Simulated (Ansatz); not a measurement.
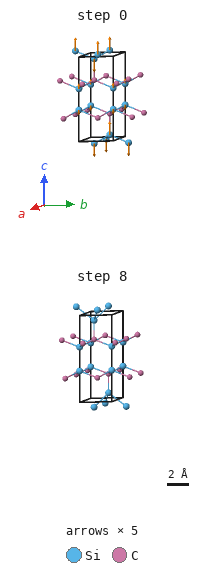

The structure of a crystal of Si2C (a generated structure, set up in P-3m1) (coarse preliminary run) before (top) and after (bottom) a relaxation, at one scale. The orange arrows give the displacements (the part carried along by the change of the cell is left out), magnified 5 times.

Style: ball-and-stick. Shown: the cell of the calculation, slightly off an axis.

Computed with Ansatz, DFT PBE, scalar-relativistic, plane waves, PAW.

Input
```yaml
crystal:
  lattice:
    - [3.44077715, 0.0, 0.0]
    - [-1.72038858, 2.97980042, 0.0]
    - [0.0, 0.0, 8.42814835]
  atoms:
    - { symbol: Si, position: [0.0, 0.0, 0.375] }
    - { symbol: Si, position: [0.33333333, 0.66666667, 0.04166667] }
    - { symbol: Si, position: [0.0, 0.0, 0.625] }
    - { symbol: Si, position: [0.66666667, 0.33333333, 0.95833333] }
    - { symbol: C, position: [0.66666667, 0.33333333, 0.70833333] }
    - { symbol: C, position: [0.33333333, 0.66666667, 0.29166667] }
basis:
  ecutwfc: 420
kpoints:
  mp_grid: { grid: [6, 6, 2] }
hamiltonian:
  xc: pbe
scf:
  occupations: { method: gaussian, width: 0.1 }
  lower_state_search: "off"
output:
  forces: true
  stress: true
  eigenvalues: true
relax:
  adjacent_minimum: "off"
  f_tol: 0.04
  max_steps: 70
  cell: { stress_tol: 0.4 }
```

Command:
```bash
ansatz run input.yaml --threads 1 --pin off --max-ram 2560MiB --backend cpu --events-out ev --progress --plain --runs-dir out
```

> Describe what moved and what it gained.

Over 6 accepted moves (8 points after the start) the energy falls by 335 meV per atom. The largest force component goes from 5.5 to 0.0082 eV/Å. The pressure goes from −0.29 to −0.15 GPa. The line search rejected the trial step at point 5 of the run. The SCF was repeated once at an unchanged geometry on a basis and grid sized afresh for the cell, which shifted the energy by 0.5 meV per atom at most. The largest moves relative to the cell, 0.27 Å, are those of Si2 and Si4. Si2 goes along +c. By element the largest moves are Si 0.27 Å, C 0.01 Å. Cell: a = b 3.441 → 3.232 Å (−6.1 %), c 8.428 → 8.650 Å (+2.6 %). Volume −9.4 %. Among the contacts that change: Si1–Si3 2.107 → 2.380 Å, Si2–C6 2.107 → 1.903 Å, Si2–Si4 2.107 → 2.255 Å, Si1–C6 2.107 → 1.960 Å. Among the angles between lasting bonds that change: Si4–Si2–Si4 109.5° → 91.5°, Si4–Si2–C6 109.5° → 124.2°. The space group stays P-3m1 (No. 164). Cost: 16 s on 1 thread of Arm Neoverse V1 (shared host), peak memory 0.33 GiB.

Limits of the set-up: the k-point mesh is coarse for a cell with partly filled bands.
